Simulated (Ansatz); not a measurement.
Run report: C, geometry relaxation (part 1 of 2)

The run: geometry relaxation of C (Fd-3m, 2 atoms in the cell). Method and program: DFT PBEsol, scalar-relativistic, plane waves, PAW, no spin polarisation (Ansatz 0.2.0).

The structure derives from an entry of the Crystallography Open Database.

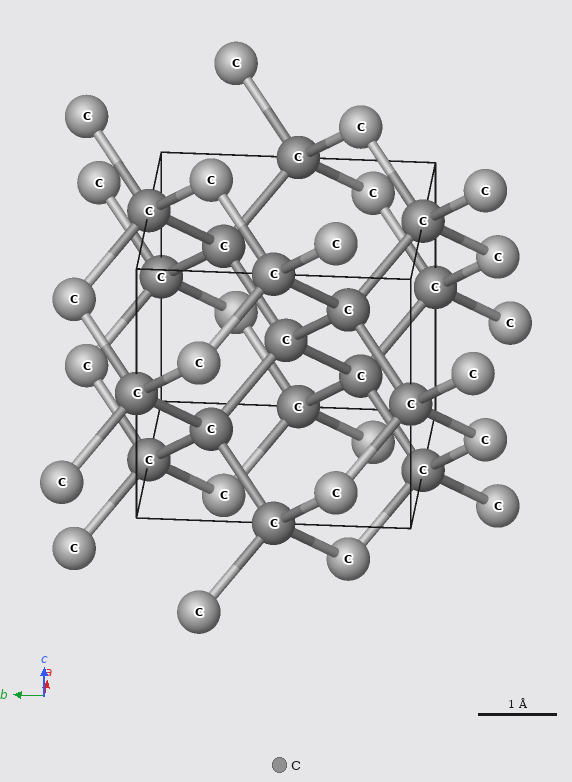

**Figure 1.** The structure as given in the input (ball-and-stick view of the cell 4 times as large as that of the calculation, set on its symmetry axes, seen at an oblique angle; neighbours outside the cell are drawn fainter). An atom can appear more than once, as a periodic image. Near neighbours in the periodic cell (some may lie outside the picture): C has 4 C at 1.54 Å.

The input:
```yaml
crystal:
  lattice:
    - [0.0, 1.7834, 1.7834]
    - [1.7834, 0.0, 1.7834]
    - [1.7834, 1.7834, 0.0]
  atoms:
    - { symbol: C, position: [0.5, 0.5, 0.5] }
    - { symbol: C, position: [0.75, 0.75, 0.75] }
basis:
  ecutwfc: 420
kpoints:
  mp_grid: { grid: [12, 12, 12] }
hamiltonian:
  xc: pbesol
scf:
  occupations: { method: gaussian, width: 0.02 }
output:
  forces: true
  stress: true
  eigenvalues: true
  write_density: true
  write_potential: true
  elf: true
  volumetric_format: npy
relax:
  adjacent_minimum: "off"
  f_tol: 0.005
  max_steps: 80
  cell: { stress_tol: 0.05 }
```

Run on 1 thread of Arm Neoverse V2, 24 GiB of memory available, shared host.

Command:
```bash
ansatz run input.yaml --threads 1 --pin off --max-ram 2560MiB --backend cpu --events-out ev --progress --plain --runs-dir out
```

Output:
```
Engine: ansatz 0.2.0, aarch64-unknown-linux-gnu
Pseudopotentials: kind: paw
Pseudopotential: C, paw, valence charge 4, recommended cutoff 420 eV (normal), C.paw.azcp
Functional definition: PBEsol
  exchange = pbesol_x
  correlation = pbesol_c
Crystal: 2 atoms, lattice volume = 11.344 Å³
Basis set: ecut = 420 eV, 229 PW (Γ), exchange–correlation on 36×36×36 points (8 copies of the dense FFT grid, shifted against one another)
Bands: 8, of which v1, the nominal top of the filled ones, is band 4 counted from 1 (3 counted from 0)
Symmetry: 48 space group operations
Space group: Fd-3m (ITA 227), of the structure as read, at distance tolerance 2.2e-5 Å
k-points: 72 of 1728
Non-local potential: C, projectors of the file, l = 0: 2, l = 1: 2, l = 2: 1
PAW form: soft (Blöchl's): semilocal exchange-correlation on the pseudo side does not see the compensation charge
PAW frozen core: C, regenerated for the run's functional, and the local potential with it (the file was generated under x = pbe(κ = 0.804, μ = 0.2195149727645171), c = pbe(β = 0.06672455060314922))
PAW one-centre angular grid: C, 110 points (default); XC on 64 Gauss nodes
Initial density: superposition of atomic densities (neutral atoms: chi_scale 0, normalization atom), corrected by the library's trained network
Initial wavefunctions: pseudopotential atomic-orbital guess
Functional: x = pbesol(κ = 0.804, μ = 0.12345679012345678), c = pbesol(β = 0.046)
SCF iter   1: F=—  HF=-493.334847 eV  |F-HF|=—  |Δ(HF+E_count)|=         —  Δρ=5.31e-3  dr2=2.63e-3  ethr=1.77e-3  ⟨swp⟩=5.1  Hψ=3762  notcnv=0
preconditioner: auto → none  [insulator: Δε(μ)=4.016 eV  Ē_g=19.579 eV  σ=0.020 eV  W_gap=1.00  n_scr=0 (ndim 8)  ℏωp=31.2 eV  f_vac=0.000  D(μ)=0.00/eV (n_scr^D=0)  ε∞_Penn≈3.5]
SCF iter   2: F=—  HF=-493.334185 eV  |F-HF|=—  |Δ(HF+E_count)|=   6.62e-4  Δρ=2.14e-3  dr2=4.24e-4  ethr=3.29e-5  ⟨swp⟩=2.0  Hψ=1435  notcnv=0
SCF iter   3: F=—  HF=-493.334110 eV  |F-HF|=—  |Δ(HF+E_count)|=   7.43e-5  Δρ=2.02e-4  dr2=2.16e-6  ethr=5.30e-6  ⟨swp⟩=2.0  Hψ=866  notcnv=0
SCF iter   4: F=—  HF=-493.334112 eV  |F-HF|=—  |Δ(HF+E_count)|=   2.05e-6  Δρ=2.96e-5  dr2=6.17e-8  ethr=2.70e-8  ⟨swp⟩=2.0  Hψ=864  notcnv=0
iter 5 did not close the SCF: its close was put off for the readings that it lacked (scf_convergence_deferred on its scf_iter line)
SCF iter   5: F=-493.334112 eV  HF=-493.334112 eV  |F-HF|=9.96e-11  |Δ(HF+E_count)|=   2.31e-8  Δρ=3.73e-6  dr2=5.30e-10  ethr=7.71e-10  ⟨swp⟩=2.0  Hψ=866  notcnv=0
SCF iter   6: F=-493.334112 eV  HF=-493.334112 eV  |F-HF|=1.14e-13  |Δ(HF+E_count)|=  6.72e-11  Δρ=4.06e-8  dr2=4.03e-14  ethr=6.62e-12  ⟨swp⟩=3.9  Hψ=2414  notcnv=0
SCF 1 converged in 6 iterations: F = -493.334112 eV  dr2 = 4.03e-14
  greatest PAW one-centre occupation: 0.641 electrons in one spin orbital (limit 2), on the C atom at site 1 (counted from 0), in its partial waves of l = 0
relax step   1: F+E_penalty+E_count = -493.33411224 eV  Δ(F+E_penalty+E_count) = +0.000e0 eV  max|allowed force component| = 2.776e-17 eV/Å  Δτ_max = 0.0000 Å  P = -4.822 GPa  Ω = 11.344 Å³  (6 SCF iters, accepted)
Crystal: 2 atoms, lattice volume = 11.269 Å³
Initial density: handed on by an earlier stage of this run
Initial wavefunctions: those handed on with the density
iter 1 solved again at ethr=3.68e-6 eV; its pass at ethr=3.10e-3 eV (dr2=2.95e-4 eV) is discarded
SCF iter   1: F=—  HF=-493.336269 eV  |F-HF|=—  |Δ(HF+E_count)|=         —  Δρ=1.73e-3  dr2=2.89e-4  ethr=3.68e-6  ⟨swp⟩=1.0  Hψ=4055  notcnv=0
preconditioner: auto → none  [insulator: Δε(μ)=4.065 eV  Ē_g=19.675 eV  σ=0.020 eV  W_gap=1.00  n_scr=0 (ndim 8)  ℏωp=31.3 eV  f_vac=0.000  D(μ)=0.00/eV (n_scr^D=0)  ε∞_Penn≈3.5]
SCF iter   2: F=—  HF=-493.336177 eV  |F-HF|=—  |Δ(HF+E_count)|=   9.18e-5  Δρ=6.91e-4  dr2=4.79e-5  ethr=3.61e-6  ⟨swp⟩=1.6  Hψ=679  notcnv=0
SCF iter   3: F=—  HF=-493.336161 eV  |F-HF|=—  |Δ(HF+E_count)|=   1.56e-5  Δρ=4.81e-5  dr2=1.05e-7  ethr=5.98e-7  ⟨swp⟩=2.2  Hψ=867  notcnv=0
iter 4 did not close the SCF: its close was put off for the readings that it lacked (scf_convergence_deferred on its scf_iter line)
SCF iter   4: F=-493.336162 eV  HF=-493.336162 eV  |F-HF|=1.25e-10  |Δ(HF+E_count)|=   1.21e-7  Δρ=2.75e-6  dr2=5.60e-10  ethr=1.32e-9  ⟨swp⟩=2.2  Hψ=869  notcnv=0
iter 5 did not close the SCF: its close was put off for the readings that it lacked (scf_convergence_deferred on its scf_iter line)
SCF iter   5: F=-493.336162 eV  HF=-493.336162 eV  |F-HF|=1.36e-12  |Δ(HF+E_count)|=  3.63e-11  Δρ=2.46e-7  dr2=1.80e-12  ethr=7.00e-12  ⟨swp⟩=2.0  Hψ=856  notcnv=0
SCF iter   6: F=-493.336162 eV  HF=-493.336162 eV  |F-HF|=1.14e-13  |Δ(HF+E_count)|=  1.36e-12  Δρ=8.17e-9  dr2=1.61e-15  ethr=1.00e-12  ⟨swp⟩=3.0  Hψ=2018  notcnv=0
SCF 2 converged in 6 iterations: F = -493.336162 eV  dr2 = 1.61e-15
  greatest PAW one-centre occupation: 0.643 electrons in one spin orbital (limit 2), on the C atom at site 1 (counted from 0), in its partial waves of l = 0
relax step   2: F+E_penalty+E_count = -493.33616151 eV  Δ(F+E_penalty+E_count) = -2.049e-3 eV  max|allowed force component| = 6.476e-17 eV/Å  Δτ_max = 0.0000 Å  P = -1.854 GPa  Ω = 11.269 Å³  energy of the carried Pulay correction = +4.850e-4 eV  (6 SCF iters, dr2 threshold 2.00e-7 eV, accepted)
Crystal: 2 atoms, lattice volume = 11.223 Å³
iter 1 solved again at ethr=1.44e-6 eV; its pass at ethr=3.10e-3 eV (dr2=1.15e-4 eV) is discarded
SCF iter   1: F=—  HF=-493.336770 eV  |F-HF|=—  |Δ(HF+E_count)|=         —  Δρ=1.09e-3  dr2=1.13e-4  ethr=1.44e-6  ⟨swp⟩=1.0  Hψ=4063  notcnv=0
preconditioner: auto → none  [insulator: Δε(μ)=4.071 eV  Ē_g=19.736 eV  σ=0.020 eV  W_gap=1.00  n_scr=0 (ndim 8)  ℏωp=31.4 eV  f_vac=0.000  D(μ)=0.00/eV (n_scr^D=0)  ε∞_Penn≈3.5]
SCF iter   2: F=—  HF=-493.336734 eV  |F-HF|=—  |Δ(HF+E_count)|=   3.57e-5  Δρ=4.32e-4  dr2=1.86e-5  ethr=1.41e-6  ⟨swp⟩=1.5  Hψ=678  notcnv=0
iter 3 did not close the SCF: its close was put off for the readings that it lacked (scf_convergence_deferred on its scf_iter line)
SCF iter   3: F=-493.336728 eV  HF=-493.336728 eV  |F-HF|=4.50e-8  |Δ(HF+E_count)|=   5.91e-6  Δρ=3.01e-5  dr2=4.13e-8  ethr=2.33e-7  ⟨swp⟩=2.2  Hψ=867  notcnv=0
iter 4 did not close the SCF: its close was put off for the readings that it lacked (scf_convergence_deferred on its scf_iter line)
SCF iter   4: F=-493.336728 eV  HF=-493.336728 eV  |F-HF|=6.07e-11  |Δ(HF+E_count)|=   4.73e-8  Δρ=1.77e-6  dr2=2.40e-10  ethr=5.16e-10  ⟨swp⟩=2.1  Hψ=868  notcnv=0
iter 5 did not close the SCF: its close was put off for the readings that it lacked (scf_convergence_deferred on its scf_iter line)
SCF iter   5: F=-493.336728 eV  HF=-493.336728 eV  |F-HF|=6.25e-13  |Δ(HF+E_count)|=  4.45e-11  Δρ=1.53e-7  dr2=7.15e-13  ethr=3.00e-12  ⟨swp⟩=2.0  Hψ=860  notcnv=0
SCF iter   6: F=-493.336728 eV  HF=-493.336728 eV  |F-HF|=2.84e-13  |Δ(HF+E_count)|=  3.98e-13  Δρ=5.19e-9  dr2=6.96e-16  ethr=1.00e-12  ⟨swp⟩=3.0  Hψ=2015  notcnv=0
SCF 3 converged in 6 iterations: F = -493.336728 eV  dr2 = 6.96e-16
relax step   3: F+E_penalty+E_count = -493.33672818 eV  Δ(F+E_penalty+E_count) = -5.667e-4 eV  max|allowed force component| = 2.452e-16 eV/Å  Δτ_max = 0.0000 Å  P = +0.025 GPa  Ω = 11.223 Å³  energy of the carried Pulay correction = +7.864e-4 eV  (6 SCF iters, dr2 threshold 2.00e-7 eV, accepted)
Initial wavefunctions: pseudopotential atomic-orbital guess (no wavefunctions were taken with the density)
iter 1 solved again at ethr=2.44e-8 eV; its pass at ethr=3.10e-3 eV (dr2=1.95e-6 eV) is discarded
SCF iter   1: F=—  HF=-493.335983 eV  |F-HF|=—  |Δ(HF+E_count)|=         —  Δρ=9.08e-5  dr2=1.32e-7  ethr=2.44e-8  ⟨swp⟩=3.2  Hψ=5486  notcnv=0
preconditioner: auto → none  [insulator: Δε(μ)=4.065 eV  Ē_g=19.736 eV  σ=0.020 eV  W_gap=1.00  n_scr=0 (ndim 8)  ℏωp=31.4 eV  f_vac=0.000  D(μ)=0.00/eV (n_scr^D=0)  ε∞_Penn≈3.5]
SCF iter   2: F=—  HF=-493.335983 eV  |F-HF|=—  |Δ(HF+E_count)|=   3.87e-7  Δρ=4.49e-5  dr2=2.97e-8  ethr=1.65e-9  ⟨swp⟩=1.0  Hψ=578  notcnv=0
SCF iter   3: F=—  HF=-493.335983 eV  |F-HF|=—  |Δ(HF+E_count)|=   3.52e-8  Δρ=1.96e-6  dr2=6.54e-11  ethr=3.71e-10  ⟨swp⟩=2.0  Hψ=864  notcnv=0
iter 4 did not close the SCF: its close was put off for the readings that it lacked (scf_convergence_deferred on its scf_iter line)
SCF iter   4: F=-493.335983 eV  HF=-493.335983 eV  |F-HF|=1.71e-13  |Δ(HF+E_count)|=  9.35e-11  Δρ=1.03e-7  dr2=2.65e-13  ethr=1.00e-12  ⟨swp⟩=2.0  Hψ=832  notcnv=0
iter 5 did not close the SCF: its close was put off for the readings that it lacked (scf_convergence_deferred on its scf_iter line)
SCF iter   5: F=-493.335983 eV  HF=-493.335983 eV  |F-HF|=5.68e-14  |Δ(HF+E_count)|=  2.84e-13  Δρ=6.79e-9  dr2=2.67e-15  ethr=1.00e-12  ⟨swp⟩=1.0  Hψ=576  notcnv=0
iter 6 did not close the SCF: its close was put off for the readings that it lacked (scf_convergence_deferred on its scf_iter line)
SCF iter   6: F=-493.335983 eV  HF=-493.335983 eV  |F-HF|=5.68e-14  |Δ(HF+E_count)|=    0.00e0  Δρ=5.24e-10  dr2=1.26e-17  ethr=1.00e-12  ⟨swp⟩=1.0  Hψ=576  notcnv=0
iter 7 did not close the SCF: its close was put off for the readings that it lacked (scf_convergence_deferred on its scf_iter line)
SCF iter   7: F=-493.335983 eV  HF=-493.335983 eV  |F-HF|=0.00e0  |Δ(HF+E_count)|=  1.14e-13  Δρ=7.75e-11  dr2=5.28e-19  ethr=1.00e-12  ⟨swp⟩=1.0  Hψ=576  notcnv=0
SCF iter   8: F=-493.335983 eV  HF=-493.335983 eV  |F-HF|=1.14e-13  |Δ(HF+E_count)|=  1.14e-13  Δρ=8.47e-12  dr2=2.34e-21  ethr=1.00e-12  ⟨swp⟩=1.0  Hψ=1444  notcnv=0
SCF 4 converged in 8 iterations: F = -493.335983 eV  dr2 = 2.34e-21
relax step   4: F+E_penalty+E_count = -493.33598329 eV  Δ(F+E_penalty+E_count) = +7.449e-4 eV  max|allowed force component| = 1.342e-16 eV/Å  Δτ_max = 0.0000 Å  P = -0.093 GPa  Ω = 11.223 Å³  stress off target by 9.30e-2 GPa  SCF on the basis re-selected at this cell (its energy is not comparable with the rows above)  (8 SCF iters)
basis re-selected at this cell: Δ(F+E_penalty+E_count) = +7.449e-4 eV, ΔP = -0.118 GPa vs the last step (what re-selecting the basis moved, of the pressure what is left beyond the Pulay correction that the steps carried, after the strain that the cell walked since its last selection, with what the two solves' SCF thresholds leave and, on support functions, any second-order correction that the steps lacked; it is no measure of the basis error at this ecutwfc). This SCF's stress stands 9.30e-2 GPa from its target on what of the cell is left free (relax.cell.stress_tol is 5.00e-2 GPa) and its largest allowed force component is 1.34e-16 eV/Å (relax.f_tol is 5.00e-3 eV/Å): not within both, so this SCF does not close the relaxation
Crystal: 2 atoms, lattice volume = 11.221 Å³
iter 1 solved again at ethr=3.53e-9 eV; its pass at ethr=3.10e-3 eV (dr2=2.82e-7 eV) is discarded
```
